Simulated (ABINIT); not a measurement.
## Geometry relaxation of CdTe (part 1 of 2)

The run: geometry relaxation of CdTe (F-43m, 2 atoms in the cell). Method and program: Kohn-Sham DFT of a periodic cell, LDA, JTH PAW LDA v2.0, no spin polarisation (ABINIT 10.8.3).

The structure derives from an entry of the Crystallography Open Database.

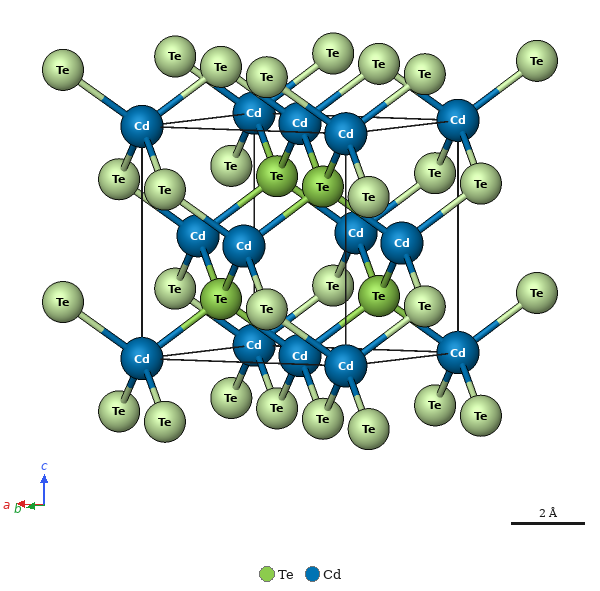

Fig. 1: The starting structure (ball-and-stick view of the cell 4 times as large as that of the calculation, set on its symmetry axes, seen at an oblique angle; neighbours outside the cell are drawn fainter). Near neighbours in the crystal (not all of them lie inside the picture): Te has 4 Cd at 2.78 Å; Cd has 4 Te at 2.78 Å.

## Key numbers

| quantity | value |
| --- | --- |
| outcome | converged |
| space group (tolerance 0.01 Å) | F-43m (216) |
| electrons treated | 18 |
| free energy | −1527.5039 eV |
| Fermi energy | −2.419 eV |
| gap on the k-point mesh | 0.60 eV |
| pressure | 0.00 GPa |
| final volume | 66.08 Å³ |
| largest force (length of the vector) at the end | under 0.001 eV/Å |
| final cell | a = 4.538 Å, b = 4.538 Å, c = 4.538 Å, α = 60.00°, β = 60.00°, γ = 60.00° |
| hardware | 1 thread of Intel Xeon @ 2.70GHz, 189 GiB of memory available, shared host |
| wall time | 42 s |
| peak memory | 0.11 GiB |

## The input
```
# Pseudopotentials
pp_dirpath "./"
pseudos "Te.LDA_PW-JTH.xml, Cd.LDA_PW-JTH.xml"

# Structure
acell 3*1.0
rprim
     0.0000000000     6.0565722294     6.0565722294
     6.0565722294     0.0000000000     6.0565722294
     6.0565722294     6.0565722294     0.0000000000
ntypat 2
znucl 52 48
natom 2
typat 1 2
chkprim 0
chksymtnons 0
tolsym 1.0e-6
xred
            3/4            3/4            3/4
            0.0            0.0            0.0

# Plane-wave basis
ecut 17.0
pawecutdg 34.0
ecutsm 0.5

# k points
kptopt 1
ngkpt 5 5 5
nshiftk 1
shiftk 0.0 0.0 0.0

# Exchange and correlation
ixc 7

# Bands and occupations
nband 13
occopt 3
tsmear 0.05 eV

# SCF cycle
nstep 80
tolvrs 1.0e-10

# Output
iomode 3
prteig 0
prtebands 0
prtwf 0
prtden 0

# Relaxation
ionmov 2
optcell 2
ntime 50
tolmxf 2.0e-5
dilatmx 1.08
```

Run as:
```bash
abinit run.abi > log 2>&1
```

## What the program printed
```
.Version 10.8.3 of ABINIT
 Symmetries : space group F-4 3 m (#216); Bravais cF (face-center cubic)
================================================================================
 Values of the parameters that define the memory need of the present run
     intxc =       0    ionmov =       2      iscf =      17    lmnmax =      18
     lnmax =       6     mgfft =      36  mpssoang =       3    mqgrid =    3001
     natom =       2  nloc_mem =       2    nspden =       1   nspinor =       1
    nsppol =       1      nsym =      24    n1xccc =       1    ntypat =       2
    occopt =       3   xclevel =       1
       mpw =        1895          nfft =       46656          nkpt =          10
 PAW method is used; the additional fine FFT grid is defined by:
   mgfftf=        50    nfftf =    125000
================================================================================
================================================================================

--------------------------------------------------------------------------------
------------- Echo of variables that govern the present computation ------------
--------------------------------------------------------------------------------
 -outvars: echo values of preprocessed input variables --------
            acell      1.0000000000E+00  1.0000000000E+00  1.0000000000E+00 Bohr
              amu      1.27600000E+02  1.12411000E+02
          chkprim           0
      chksymtnons           0
          dilatmx      1.08000000E+00
             ecut      1.70000000E+01 Hartree
           ecutsm      5.00000000E-01 Hartree
           ionmov           2
              ixc           7
         kptrlatt        5    0    0      0    5    0      0    0    5
          kptrlen      4.28264329E+01
            natom           2
            nband          13
            ngfft          36      36      36
          ngfftdg          50      50      50
             nkpt          10
            nstep          80
             nsym          24
            ntime          50
           ntypat           2
           occopt           3
          optcell           2
        pawecutdg      3.40000000E+01 Hartree
           prtden           0
        prtebands           0
           prteig           0
            prtwf           0
            rprim      0.0000000000E+00  6.0565722294E+00  6.0565722294E+00
                       6.0565722294E+00  0.0000000000E+00  6.0565722294E+00
                       6.0565722294E+00  6.0565722294E+00  0.0000000000E+00
          spgroup         216
           tolmxf      2.00000000E-05
           tolsym      1.00000000E-06
           tolvrs      1.00000000E-10
           tsmear      1.83746611E-03 Hartree
            typat      1  2
           useylm           1
           xangst      4.8074999967E+00  4.8074999967E+00  4.8074999967E+00
                       0.0000000000E+00  0.0000000000E+00  0.0000000000E+00
            xcart      9.0848583441E+00  9.0848583441E+00  9.0848583441E+00
                       0.0000000000E+00  0.0000000000E+00  0.0000000000E+00
             xred      7.5000000000E-01  7.5000000000E-01  7.5000000000E-01
                       0.0000000000E+00  0.0000000000E+00  0.0000000000E+00
            znucl       52.00000   48.00000

================================================================================

 chkinp: Checking input parameters for consistency.

================================================================================
== DATASET  1 ==================================================================

--- !DatasetInfo
iteration_state: {dtset: 1, }
dimensions: {natom: 2, nkpt: 10, mband: 13, nsppol: 1, nspinor: 1, nspden: 1, mpw: 1895, }
cutoff_energies: {ecut:  17.0, pawecutdg:  34.0, }
electrons: {nelect:   1.80000000E+01, charge:   0.00000000E+00, occopt:   3.00000000E+00, tsmear:   1.83746611E-03, }
meta: {optdriver: 0, ionmov: 2, optcell: 2, iscf: 17, paral_kgb: 0, }
...

 Exchange-correlation functional for the present dataset will be:
  LDA: Perdew-Wang 92 LSD fit to Ceperley-Alder data - ixc=7
  J.P.Perdew and Y.Wang, PRB 45, 13244 (1992)

 Real(R)+Recip(G) space primitive vectors, cartesian coordinates (Bohr,Bohr^-1):
 R(1)=  0.0000000  6.0565722  6.0565722  G(1)= -0.0825549  0.0825549  0.0825549
 R(2)=  6.0565722  0.0000000  6.0565722  G(2)=  0.0825549 -0.0825549  0.0825549
 R(3)=  6.0565722  6.0565722  0.0000000  G(3)=  0.0825549  0.0825549 -0.0825549
 Unit cell volume ucvol=  4.4433518E+02 bohr^3
 Angles (23,13,12)=  6.00000000E+01  6.00000000E+01  6.00000000E+01 degrees

 Coarse grid specifications (used for wave-functions):

 getcut: wavevector=  0.0000  0.0000  0.0000  ngfft=  36  36  36
         ecut(hartree)=     19.829   => boxcut(ratio)=   2.09675

 Fine grid specifications (used for densities):

 getcut: wavevector=  0.0000  0.0000  0.0000  ngfft=  50  50  50
         ecut(hartree)=     39.658   => boxcut(ratio)=   2.06003

--- Pseudopotential description ------------------------------------------------
- pspini: atom type   1  psp file is ./Te.LDA_PW-JTH.xml
 Pseudopotential format is: paw10
 basis_size (lnmax)=  4 (lmn_size=  8), orbitals=   0   0   1   1
 Spheres core radius: rc_sph= 2.31107438
 Shapefunction is SIN type: shapef(r)=[sin(pi*r/rshp)/(pi*r/rshp)]**2
 Radius for shape functions =  2.10488624
 Compensation charge density is not taken into account in XC energy/potential

- pspini: atom type   2  psp file is ./Cd.LDA_PW-JTH.xml
 Pseudopotential format is: paw10
 basis_size (lnmax)=  6 (lmn_size= 18), orbitals=   0   0   1   1   2   2
 Spheres core radius: rc_sph= 2.50233826
 Shapefunction is BESSEL type: shapef(r,l)=aa(1,l)*jl(q(1,l)*r)+aa(2,l)*jl(q(2,l)*r)
 Radius for shape functions =  2.31074885
 Compensation charge density is not taken into account in XC energy/potential

   2.40960739E+03                                ecore*ucvol(ha*bohr**3)
--------------------------------------------------------------------------------

================================================================================

=== [ionmov= 2] Broyden-Fletcher-Goldfarb-Shanno method (forces)
================================================================================

--- Iteration: ( 1/50) Internal Cycle: (1/1)
--------------------------------------------------------------------------------

---SELF-CONSISTENT-FIELD CONVERGENCE--------------------------------------------

--- !BeginCycle
iteration_state: {dtset: 1, itime: 1, icycle: 1, }
solver: {iscf: 17, nstep: 80, nline: 4, wfoptalg: 10, }
tolerances: {tolvrs: 1.00E-10, }
...

     iter   Etot(hartree)      deltaE(h)  residm     nres2
 ETOT  1  -56.076587670457    -5.608E+01 1.926E-01 2.118E+00
 ETOT  2  -56.134553505214    -5.797E-02 7.075E-03 2.862E-01
 ETOT  3  -56.134367979420     1.855E-04 3.414E-03 7.703E-02
 ETOT  4  -56.134538129127    -1.701E-04 1.444E-03 1.272E-02
 ETOT  5  -56.134657726411    -1.196E-04 2.332E-03 3.011E-04
 ETOT  6  -56.134701608861    -4.388E-05 9.202E-04 5.961E-05
 ETOT  7  -56.134717535847    -1.593E-05 1.300E-03 3.546E-05
 ETOT  8  -56.134723341069    -5.805E-06 6.417E-04 2.453E-06
 ETOT  9  -56.134725835656    -2.495E-06 9.435E-04 1.861E-06
 ETOT 10  -56.134726875285    -1.040E-06 6.302E-04 7.725E-08
 ETOT 11  -56.134727330559    -4.553E-07 9.081E-04 5.796E-07
 ETOT 12  -56.134727531038    -2.005E-07 6.513E-04 5.407E-08
 ETOT 13  -56.134727621063    -9.002E-08 8.165E-04 1.237E-07
 ETOT 14  -56.134727661919    -4.086E-08 5.006E-04 3.327E-08
 ETOT 15  -56.134727680611    -1.869E-08 5.390E-04 4.275E-08
 ETOT 16  -56.134727689342    -8.732E-09 2.918E-04 1.729E-08
 ETOT 17  -56.134727693371    -4.029E-09 2.918E-04 1.316E-08
 ETOT 18  -56.134727695241    -1.870E-09 1.482E-04 8.507E-10
 ETOT 19  -56.134727696170    -9.283E-10 1.440E-04 5.811E-09
 ETOT 20  -56.134727696596    -4.259E-10 7.180E-05 5.712E-10
 ETOT 21  -56.134727696812    -2.164E-10 6.952E-05 1.676E-10
 ETOT 22  -56.134727696913    -1.007E-10 3.498E-05 4.292E-10
 ETOT 23  -56.134727696962    -4.891E-11 3.421E-05 2.460E-10
 ETOT 24  -56.134727696986    -2.428E-11 1.767E-05 3.507E-10
 ETOT 25  -56.134727696996    -9.962E-12 1.757E-05 1.004E-10
 ETOT 26  -56.134727697002    -5.869E-12 9.390E-06 7.566E-11

 At SCF step   26       nres2   =  7.57E-11 < tolvrs=  1.00E-10 =>converged.

 Cartesian components of stress tensor (hartree/bohr^3)
  sigma(1 1)= -5.67523497E-06  sigma(3 2)=  0.00000000E+00
  sigma(2 2)= -5.67523497E-06  sigma(3 1)=  0.00000000E+00
  sigma(3 3)= -5.67523497E-06  sigma(2 1)=  0.00000000E+00

--- !ResultsGS
iteration_state: {dtset: 1, itime: 1, icycle: 1, }
comment   : Summary of ground state results
lattice_vectors:
- [  0.0000000,   6.0565722,   6.0565722, ]
- [  6.0565722,   0.0000000,   6.0565722, ]
- [  6.0565722,   6.0565722,   0.0000000, ]
lattice_lengths: [   8.56529,    8.56529,    8.56529, ]
lattice_angles: [ 60.000,  60.000,  60.000, ] # degrees, (23, 13, 12)
lattice_volume:   4.4433518E+02
convergence: {deltae: -5.869E-12, res2:  7.566E-11, residm:  9.390E-06, diffor: null, }
etotal    :  -5.61347277E+01
entropy   :   0.00000000E+00
fermie    :  -8.81252871E-02
cartesian_stress_tensor: # hartree/bohr^3
- [ -5.67523497E-06,   0.00000000E+00,   0.00000000E+00, ]
- [  0.00000000E+00,  -5.67523497E-06,   0.00000000E+00, ]
- [  0.00000000E+00,   0.00000000E+00,  -5.67523497E-06, ]
pressure_GPa:   1.6697E-01
xred      :
- [  7.5000E-01,   7.5000E-01,   7.5000E-01, Te]
- [  0.0000E+00,   0.0000E+00,   0.0000E+00, Cd]
cartesian_forces: # hartree/bohr
- [ -0.00000000E+00,  -0.00000000E+00,  -0.00000000E+00, ]
- [ -0.00000000E+00,  -0.00000000E+00,  -0.00000000E+00, ]
force_length_stats: {min:   0.00000000E+00, max:   0.00000000E+00, mean:   0.00000000E+00, }
...

 Integrated electronic density in atomic spheres:
 ------------------------------------------------
 Atom  Sphere_radius  Integrated_density
    1        2.31107          3.16945761
    2        2.50234         10.50050484

---OUTPUT-----------------------------------------------------------------------

 Cartesian coordinates (xcart) [bohr]
  9.08485834410000E+00  9.08485834410000E+00  9.08485834410000E+00
  0.00000000000000E+00  0.00000000000000E+00  0.00000000000000E+00
 Reduced coordinates (xred)
  7.50000000000000E-01  7.50000000000000E-01  7.50000000000000E-01
  0.00000000000000E+00  0.00000000000000E+00  0.00000000000000E+00
 Cartesian forces (fcart) [Ha/bohr]; max,rms= 0.00000E+00 0.00000E+00 (free atoms)
 -0.00000000000000E+00 -0.00000000000000E+00 -0.00000000000000E+00
 -0.00000000000000E+00 -0.00000000000000E+00 -0.00000000000000E+00
 Gradient of E wrt nuclear positions in reduced coordinates (gred)
  0.00000000000000E+00  0.00000000000000E+00  0.00000000000000E+00
  0.00000000000000E+00  0.00000000000000E+00  0.00000000000000E+00
 Scale of Primitive Cell (acell) [bohr]
  1.00000000000000E+00  1.00000000000000E+00  1.00000000000000E+00
 Real space primitive translations (rprimd) [bohr]
  0.00000000000000E+00  6.05657222940000E+00  6.05657222940000E+00
  6.05657222940000E+00  0.00000000000000E+00  6.05657222940000E+00
  6.05657222940000E+00  6.05657222940000E+00  0.00000000000000E+00
 Unitary Cell Volume (ucvol) [Bohr^3]=  4.44335178676879E+02
 Angles (23,13,12)= [degrees]
  6.00000000000000E+01  6.00000000000000E+01  6.00000000000000E+01
 Lengths [Bohr]
  8.56528658830973E+00  8.56528658830973E+00  8.56528658830973E+00
 Stress tensor in cartesian coordinates (strten) [Ha/bohr^3]
 -5.67523497392933E-06  0.00000000000000E+00  0.00000000000000E+00
  0.00000000000000E+00 -5.67523497392933E-06  0.00000000000000E+00
  0.00000000000000E+00  0.00000000000000E+00 -5.67523497392586E-06
 Total energy (etotal) [Ha]= -5.61347276970017E+01

--- Iteration: ( 2/50) Internal Cycle: (1/1)
--------------------------------------------------------------------------------

---SELF-CONSISTENT-FIELD CONVERGENCE--------------------------------------------

--- !BeginCycle
iteration_state: {dtset: 1, itime: 2, icycle: 1, }
solver: {iscf: 17, nstep: 80, nline: 4, wfoptalg: 10, }
tolerances: {tolvrs: 1.00E-10, }
...
```
